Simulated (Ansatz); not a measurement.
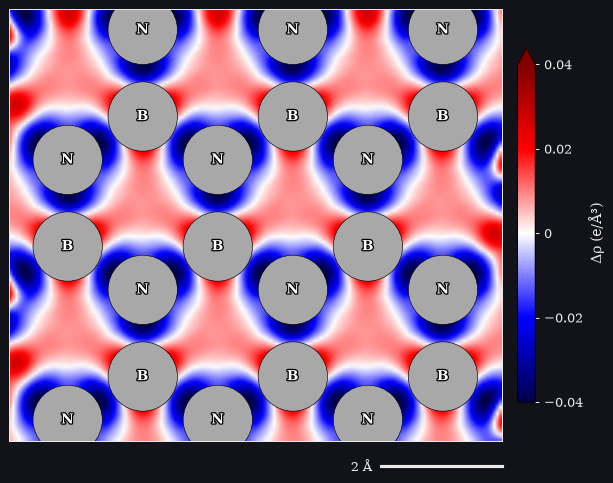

BN. Difference of the valence pseudo-densities of two functionals at the same geometry, on the (010) plane of the calculation cell: one of PBEsol and r2SCAN less the other.

Both computed with Ansatz (plane waves, PAW), on the same k-point mesh. Grey discs cover the atomic cores.

```
CELL_PARAMETERS angstrom
2.48545 0.00000 0.00000
-1.24272 0.71749 3.35030
1.24272 -2.15246 0.00000
ATOMIC_POSITIONS crystal
N 0.66724 0.00171 0.66724
B 0.00033 0.00099 0.00033
```

Question: Which was subtracted from which, and what does the map show?

Answer: It is PBEsol less r2SCAN. Against r2SCAN, PBEsol gives less density around N (−0.016 e/Å³ on average at 0.8 Å from the nucleus) and a change of −0.034 e/Å³ at the midpoint of B–N.
